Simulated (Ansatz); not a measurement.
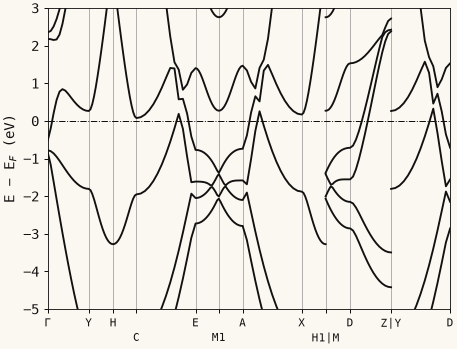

Band structure. Energies are counted from the Fermi level.

Q: Which of these calculations gave it?
A. Ge, space group P4_32_12, 12 atoms in the cell (a = 5.930 Å, c = 6.980 Å (tetragonal axes)); LDA
B. Al, space group P2/m, 2 atoms in the cell (a = 4.55 Å, b = 4.59 Å, c = 2.75 Å, α = 90.00°, β = 90.00°, γ = 120.86°); PBE
C. bcc Bi, space group Im-3m (No. 229), 1 atom in the primitive cell (cubic a = 3.963 Å); PBEsol

A: B. A metal: bands cross the Fermi level along this path. At D the nearest levels lie 0.71 eV below and 1.53 eV above the Fermi level.

Ansatz 0.2.0; PBE, Ansatz PAW, no spin polarisation, no spin-orbit coupling, 6×6×8 k mesh, 420 eV cutoff, Fermi-Dirac smearing of 0.05 eV.

The k mesh is thin for a metal, so its Fermi level is uncertain. The cell is under a strain of −2 % (shear). The cell was built by a generator and needn't be a form met in nature. Bands are joined in order of energy, so crossings between the computed points show as kinks or gaps. In reduced coordinates of the cell that was run, Y is (−0.5, 0.5, 0), H is (−0.667, 0.327, 0), C is (−0.5, 0, 0), E is (−0.5, 0, −0.5), M1 is (−0.333, −0.327, −0.5), A is (0, −0.5, −0.5), X is (0, −0.5, 0), H1 is (−0.333, −0.327, 0), M is (−0.667, 0.327, −0.5), D is (−0.5, 0.5, −0.5) and Z is (0, 0, −0.5).
